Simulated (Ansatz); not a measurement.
**Geometry relaxation of C (part 2 of 2)**

C (P6₃/mmc, 4 atoms in the cell); DFT PBEsol, scalar-relativistic, plane waves, PAW, no spin polarisation (Ansatz 0.2.0); cutoff 420 eV, 12×12×6 k-mesh, Gaussian smearing of 0.02 eV. The structure was built on a prototype by a generator; it need not be a known phase.

Geometry of the input (Å; fractional positions):
```
2.5221  0.0000  0.0000
-1.2610  2.1842  0.0000
0.0000  0.0000  4.1185
C  0.0000  0.0000  0.0000
C  0.0000  0.0000  0.3750
C  0.3333  0.6667  0.5000
C  0.3333  0.6667  0.8750
```

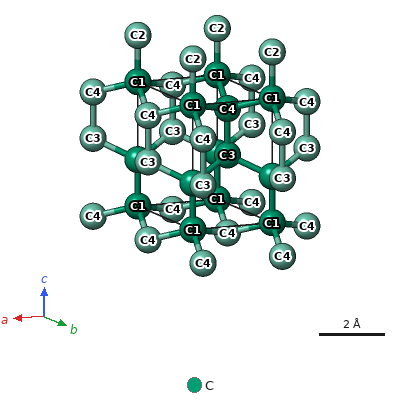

Figure 1. The geometry at step 3 of the log (ball-and-stick view of the cell of the calculation, seen at an oblique angle; neighbours outside the cell are drawn fainter; atoms are numbered from 1 in the order of the input).

What the program printed, continued:
```
Crystal: 4 atoms, lattice volume = 22.504 Å³
iter 1 solved again at ethr=5.09e-9 eV; its pass at ethr=3.10e-3 eV (dr2=8.14e-7 eV) is discarded
SCF iter   1: F=—  HF=-986.577614 eV  |F-HF|=—  |Δ(HF+E_count)|=         —  Δρ=9.98e-5  dr2=8.08e-7  ethr=5.09e-9  ⟨swp⟩=2.2  Hψ=6610  notcnv=0
preconditioner: auto → none  [insulator: Δε(μ)=3.058 eV  Ē_g=16.967 eV  σ=0.020 eV  W_gap=1.00  n_scr=2 (ndim 8)  ℏωp=31.3 eV  f_vac=0.000  D(μ)=0.00/eV (n_scr^D=0)  ε∞_Penn≈4.4]
SCF iter   2: F=—  HF=-986.577613 eV  |F-HF|=—  |Δ(HF+E_count)|=   1.34e-6  Δρ=4.78e-5  dr2=1.68e-7  ethr=5.05e-9  ⟨swp⟩=1.0  Hψ=912  notcnv=0
SCF iter   3: F=-986.577613 eV  HF=-986.577613 eV  |F-HF|=2.97e-10  |Δ(HF+E_count)|=   3.67e-8  Δρ=2.50e-6  dr2=4.05e-10  ethr=8.42e-11  ⟨swp⟩=6.0  Hψ=4780  notcnv=0
SCF 5 converged in 3 iterations: F = -986.577613 eV  dr2 = 4.05e-10
relax step   5: F+E_penalty+E_count = -986.57761254 eV  Δ(F+E_penalty+E_count) = -2.053e-5 eV  max|allowed force component| = 8.851e-5 eV/Å  Δτ_max = 0.0001 Å  P = -0.008 GPa  Ω = 22.504 Å³  energy of the carried Pulay correction = +1.210e-3 eV  (3 SCF iters, dr2 threshold 1.35e-8 eV, accepted)
Initial wavefunctions: pseudopotential atomic-orbital guess (no wavefunctions were taken with the density)
iter 1 solved again at ethr=1.76e-8 eV; its pass at ethr=3.10e-3 eV (dr2=2.81e-6 eV) is discarded
SCF iter   1: F=—  HF=-986.576771 eV  |F-HF|=—  |Δ(HF+E_count)|=         —  Δρ=1.40e-4  dr2=5.29e-7  ethr=1.76e-8  ⟨swp⟩=3.4  Hψ=8027  notcnv=0
preconditioner: auto → none  [insulator: Δε(μ)=3.054 eV  Ē_g=16.967 eV  σ=0.020 eV  W_gap=1.00  n_scr=2 (ndim 8)  ℏωp=31.3 eV  f_vac=0.000  D(μ)=0.00/eV (n_scr^D=0)  ε∞_Penn≈4.4]
SCF iter   2: F=—  HF=-986.576770 eV  |F-HF|=—  |Δ(HF+E_count)|=   1.02e-6  Δρ=7.03e-5  dr2=1.26e-7  ethr=3.31e-9  ⟨swp⟩=1.1  Hψ=937  notcnv=0
SCF iter   3: F=—  HF=-986.576770 eV  |F-HF|=—  |Δ(HF+E_count)|=   2.55e-7  Δρ=1.88e-6  dr2=1.08e-10  ethr=7.89e-10  ⟨swp⟩=2.1  Hψ=1522  notcnv=0
SCF iter   4: F=-986.576770 eV  HF=-986.576770 eV  |F-HF|=9.09e-13  |Δ(HF+E_count)|=  2.16e-10  Δρ=1.85e-7  dr2=2.02e-12  ethr=1.00e-12  ⟨swp⟩=5.7  Hψ=3800  notcnv=0
SCF 6 converged in 4 iterations: F = -986.576770 eV  dr2 = 2.02e-12
  greatest PAW one-centre occupation: 0.644 electrons in one spin orbital (limit 2), on the C atom at site 2 (counted from 0), in its partial waves of l = 0
relax step   6: F+E_penalty+E_count = -986.57677003 eV  Δ(F+E_penalty+E_count) = +8.425e-4 eV  max|allowed force component| = 2.411e-3 eV/Å  Δτ_max = 0.0000 Å  P = -0.078 GPa  Ω = 22.504 Å³  stress off target by 1.95e-1 GPa  SCF on the basis re-selected at this cell (its energy is not comparable with the rows above)  (4 SCF iters)
basis re-selected at this cell: Δ(F+E_penalty+E_count) = +8.425e-4 eV, ΔP = -0.069 GPa vs the last step (what re-selecting the basis moved, of the pressure what is left beyond the Pulay correction that the steps carried, after the strain that the cell walked since its last selection, with what the two solves' SCF thresholds leave and, on support functions, any second-order correction that the steps lacked; it is no measure of the basis error at this ecutwfc). This SCF's stress stands 1.95e-1 GPa from its target on what of the cell is left free (relax.cell.stress_tol is 5.00e-2 GPa) and its largest allowed force component is 2.41e-3 eV/Å (relax.f_tol is 5.00e-3 eV/Å): not within both, so this SCF does not close the relaxation
Crystal: 4 atoms, lattice volume = 22.500 Å³
iter 1 solved again at ethr=6.05e-9 eV; its pass at ethr=3.10e-3 eV (dr2=9.68e-7 eV) is discarded
SCF iter   1: F=—  HF=-986.576803 eV  |F-HF|=—  |Δ(HF+E_count)|=         —  Δρ=8.75e-5  dr2=1.02e-6  ethr=6.05e-9  ⟨swp⟩=2.2  Hψ=6769  notcnv=0
preconditioner: auto → none  [insulator: Δε(μ)=3.055 eV  Ē_g=16.970 eV  σ=0.020 eV  W_gap=1.00  n_scr=2 (ndim 8)  ℏωp=31.3 eV  f_vac=0.000  D(μ)=0.00/eV (n_scr^D=0)  ε∞_Penn≈4.4]
SCF iter   2: F=—  HF=-986.576801 eV  |F-HF|=—  |Δ(HF+E_count)|=   1.79e-6  Δρ=3.46e-5  dr2=1.32e-7  ethr=6.05e-9  ⟨swp⟩=2.0  Hψ=1499  notcnv=0
SCF iter   3: F=-986.576801 eV  HF=-986.576801 eV  |F-HF|=3.79e-10  |Δ(HF+E_count)|=   3.53e-8  Δρ=4.03e-6  dr2=9.11e-10  ethr=5.92e-10  ⟨swp⟩=7.4  Hψ=4619  notcnv=0
SCF 7 converged in 3 iterations: F = -986.576801 eV  dr2 = 9.11e-10
relax step   7: F+E_penalty+E_count = -986.57680141 eV  Δ(F+E_penalty+E_count) = -3.138e-5 eV  max|allowed force component| = 1.705e-4 eV/Å  Δτ_max = 0.0000 Å  P = +0.007 GPa  Ω = 22.500 Å³  energy of the carried Pulay correction = +2.598e-5 eV  (3 SCF iters, dr2 threshold 9.48e-8 eV, accepted)
iter 1 solved again at ethr=1.43e-8 eV; its pass at ethr=3.10e-3 eV (dr2=2.29e-6 eV) is discarded
SCF iter   1: F=—  HF=-986.576806 eV  |F-HF|=—  |Δ(HF+E_count)|=         —  Δρ=4.35e-6  dr2=9.88e-10  ethr=1.43e-8  ⟨swp⟩=3.4  Hψ=8055  notcnv=0
preconditioner: auto → none  [insulator: Δε(μ)=3.054 eV  Ē_g=16.970 eV  σ=0.020 eV  W_gap=1.00  n_scr=2 (ndim 8)  ℏωp=31.3 eV  f_vac=0.000  D(μ)=0.00/eV (n_scr^D=0)  ε∞_Penn≈4.4]
SCF iter   2: F=—  HF=-986.576805 eV  |F-HF|=—  |Δ(HF+E_count)|=   1.50e-6  Δρ=2.14e-6  dr2=2.43e-10  ethr=6.18e-12  ⟨swp⟩=2.8  Hψ=1632  notcnv=0
SCF iter   3: F=-986.576805 eV  HF=-986.576805 eV  |F-HF|=4.32e-12  |Δ(HF+E_count)|=  1.19e-10  Δρ=1.77e-7  dr2=1.20e-12  ethr=1.00e-12  ⟨swp⟩=4.6  Hψ=4114  notcnv=0
SCF 8 converged in 3 iterations: F = -986.576805 eV  dr2 = 1.20e-12
relax step   8: F+E_penalty+E_count = -986.57680479 eV  Δ(F+E_penalty+E_count) = -3.379e-6 eV  max|allowed force component| = 1.536e-4 eV/Å  Δτ_max = 0.0000 Å  P = +0.007 GPa  Ω = 22.500 Å³  stress off target by 1.25e-2 GPa  SCF on the basis re-selected at this cell (its energy is not comparable with the rows above)  (3 SCF iters)
basis re-selected at this cell: Δ(F+E_penalty+E_count) = -3.379e-6 eV, ΔP = -0.000 GPa vs the last step (what re-selecting the basis moved, of the pressure what is left beyond the Pulay correction that the steps carried, after the strain that the cell walked since its last selection, with what the two solves' SCF thresholds leave and, on support functions, any second-order correction that the steps lacked; it is no measure of the basis error at this ecutwfc). This SCF's stress stands 1.25e-2 GPa from its target on what of the cell is left free (relax.cell.stress_tol is 5.00e-2 GPa) and its largest allowed force component is 1.54e-4 eV/Å (relax.f_tol is 5.00e-3 eV/Å): within both
SCF converged after 3 iterations
Free energy (F): -986.576805 eV
Harris-Foulkes:  -986.576805 eV  (|F-HF|=4.32e-12)
Internal energy: -986.576805 eV  (E = F + TS)
E sigma→0 (E₀):  -986.576805 eV
Fermi energy:    15.267580 eV
--- Per-component energies (eV) ---
  E_band       = 70.158877
  E_kinetic    = 369.059903
  E_local      = -243.889795  (includes V_loc(G=0)·N_el)
  E_nonlocal   = 107.050170
  E_hartree    = 53.249427
  E_xc         = -193.807004
  E_vxc        = -241.347432  (∫ρ·V_xc dr)
  E_paw        = -381.402722  (= ΣΔE_a)
  E_vpaw       = -27.212867  (= ΣTr[D̂ρ^β])
  E_aug_tail   = 0.000035  (compensation charges beyond the density's cutoff)
  E_ewald      = -696.921222
  E_core_change = 0.084402  (= ΣΔE_core)
  E_smearing   = -0.000000  (= −TS)
  E_closure    = -0.000000  (closes the sum)
  Σ components = -986.576805   (vs F -986.576805, Δ=0.00e0)
--- Forces (eV/Å), atoms counted from 1 ---
  atom   1  C      0.00000000    -0.00000000     0.00015359
  atom   2  C      0.00000000    -0.00000000    -0.00015359
  atom   3  C     -0.00000000     0.00000000     0.00015359
  atom   4  C      0.00000000     0.00000000    -0.00015359
  max |Σ_I F_I| component: 1.34e-16 eV/Å
--- Stress (GPa, compression-positive) ---
        0.004387       0.000000      -0.000000
        0.000000       0.004387       0.000000
       -0.000000       0.000000       0.012470
  P = ⅓ Tr σ = 0.0071 GPa (0.071 kbar)
--- Band table (eV; the first three rows and the last of 76) ---
  k-point 0: bands = ["-8.2154", "-2.5449", "-0.1533", "10.6119", "10.6119", "13.2322", "13.7406", "13.7406", "18.6670", "18.6670", "19.0440", "21.9404"]
  k-point 1: bands = ["-8.0264", "-3.6954", "1.3187", "10.7606", "10.7606", "12.0116", "13.4101", "13.4101", "19.0255", "19.0255", "19.7169", "21.9012"]
  k-point 2: bands = ["-7.4615", "-5.2476", "3.8171", "9.4628", "11.1926", "11.1926", "12.6679", "12.6679", "19.8887", "19.8887", "20.7357", "21.7529"]
  k-point 75: bands = ["0.1079", "0.1079", "1.1352", "1.1352", "4.0213", "4.0213", "9.3723", "9.3723", "21.1478", "21.1478", "22.6337", "22.6337"]
--- Relaxed structure (6 steps of the walk, 6 accepted, 2 SCFs on fresh bases) ---
  F+E_penalty+E_count = -986.57680479 eV   max|allowed force component| = 1.536e-4 eV/Å   (the final SCF, on the basis selected at the relaxed cell)
  cell:  # Å, volume = 22.4998 Å³
    - [2.498814988391614, 0.0, 0.0]
    - [-1.249407494195807, 2.164037259304455, 0.0]
    - [0.0, 0.0, 4.160835855324619]
  atoms:
    - { symbol: C, position: [3.238150502276384e-17, -2.312964641528915e-17, 0.00030165089676889784] }
    - { symbol: C, position: [3.238150502276384e-17, -2.312964641528915e-17, 0.37469834910323113] }
    - { symbol: C, position: [0.33333333333333354, 0.6666666666666669, 0.5003016508967689] }
    - { symbol: C, position: [0.33333333333333354, 0.6666666666666669, 0.8746983491032311] }
```

Trajectory as extended XYZ (Å, eV, eV/Å), 8 frames, from step=1 to step=8:
```
4
Lattice="2.5221 0.0000 0.0000 -1.2610 2.1842 0.0000 0.0000 0.0000 4.1185" Properties=species:S:1:pos:R:3:forces:R:3 step=1 energy=-986.55155 pressure_GPa=-3.34
C     0.0000    0.0000    0.0000    0.0000   0.0000   0.0386
C     0.0000    0.0000    1.5444    0.0000   0.0000  -0.0386
C     0.0000    1.4561    2.0593    0.0000   0.0000   0.0386
C     0.0000    1.4561    3.6037    0.0000   0.0000  -0.0386
4
Lattice="2.4967 0.0000 0.0000 -1.2484 2.1622 0.0000 0.0000 0.0000 4.1807" Properties=species:S:1:pos:R:3:forces:R:3 step=2 energy=-986.56870 pressure_GPa=-1.58
C     0.0000    0.0000    0.0079    0.0000   0.0000  -0.4706
C     0.0000    0.0000    1.5599    0.0000   0.0000   0.4706
C     0.0000    1.4415    2.0982    0.0000   0.0000  -0.4706
C     0.0000    1.4415    3.6503    0.0000   0.0000   0.4706
4
Lattice="2.5029 0.0000 0.0000 -1.2515 2.1676 0.0000 0.0000 0.0000 4.1594" Properties=species:S:1:pos:R:3:forces:R:3 step=3 energy=-986.57547 pressure_GPa=-1.33
C     0.0000    0.0000    0.0042    0.0000   0.0000  -0.2186
C     0.0000    0.0000    1.5556    0.0000   0.0000   0.2186
C     0.0000    1.4451    2.0839    0.0000   0.0000  -0.2186
C     0.0000    1.4451    3.6353    0.0000   0.0000   0.2186
4
Lattice="2.4993 0.0000 0.0000 -1.2497 2.1645 0.0000 0.0000 0.0000 4.1605" Properties=species:S:1:pos:R:3:forces:R:3 step=4 energy=-986.57759 pressure_GPa=-0.07
C     0.0000    0.0000    0.0014    0.0000   0.0000  -0.0062
C     0.0000    0.0000    1.5588    0.0000   0.0000   0.0062
C     0.0000    1.4430    2.0816    0.0000   0.0000  -0.0062
C     0.0000    1.4430    3.6391    0.0000   0.0000   0.0062
4
Lattice="2.4992 0.0000 0.0000 -1.2496 2.1644 0.0000 0.0000 0.0000 4.1604" Properties=species:S:1:pos:R:3:forces:R:3 step=5 energy=-986.57761 pressure_GPa=-0.01
C     0.0000    0.0000    0.0013    0.0000   0.0000  -0.0001
C     0.0000    0.0000    1.5589    0.0000   0.0000   0.0001
C     0.0000    1.4429    2.0815    0.0000   0.0000  -0.0001
C     0.0000    1.4429    3.6390    0.0000   0.0000   0.0001
4
Lattice="2.4992 0.0000 0.0000 -1.2496 2.1644 0.0000 0.0000 0.0000 4.1604" Properties=species:S:1:pos:R:3:forces:R:3 step=6 energy=-986.57677 pressure_GPa=-0.08
C     0.0000    0.0000    0.0013    0.0000   0.0000  -0.0024
C     0.0000    0.0000    1.5589    0.0000   0.0000   0.0024
C     0.0000    1.4429    2.0815    0.0000   0.0000  -0.0024
C     0.0000    1.4429    3.6390    0.0000   0.0000   0.0024
4
Lattice="2.4988 0.0000 0.0000 -1.2494 2.1640 0.0000 0.0000 0.0000 4.1608" Properties=species:S:1:pos:R:3:forces:R:3 step=7 energy=-986.57680 pressure_GPa=0.01
C     0.0000    0.0000    0.0013    0.0000   0.0000   0.0002
C     0.0000    0.0000    1.5591    0.0000   0.0000  -0.0002
C     0.0000    1.4427    2.0817    0.0000   0.0000   0.0002
C     0.0000    1.4427    3.6395    0.0000   0.0000  -0.0002
4
Lattice="2.4988 0.0000 0.0000 -1.2494 2.1640 0.0000 0.0000 0.0000 4.1608" Properties=species:S:1:pos:R:3:forces:R:3 step=8 energy=-986.57681 pressure_GPa=0.01
C     0.0000    0.0000    0.0013    0.0000   0.0000   0.0002
C     0.0000    0.0000    1.5591    0.0000   0.0000  -0.0002
C     0.0000    1.4427    2.0817    0.0000   0.0000   0.0002
C     0.0000    1.4427    3.6395    0.0000   0.0000  -0.0002
```

Summary:

- outcome: converged
- space group (tolerance 0.01 Å): P6₃/mmc (194)
- electrons treated: 16
- free energy: −986.5768 eV
- Fermi energy: 15.268 eV
- gap on the k-point mesh: 3.05 eV
- pressure: 0.01 GPa
- final volume: 22.50 Å³
- largest force (length of the vector) at the end: under 0.001 eV/Å
- final cell: a = 2.499 Å, b = 2.499 Å, c = 4.161 Å, α = 90.00°, β = 90.00°, γ = 120.00°
- hardware: 1 thread of Intel Xeon (Granite Rapids), 64 GiB of memory available, shared host
- wall time: 5.6 s
- peak memory: 0.44 GiB
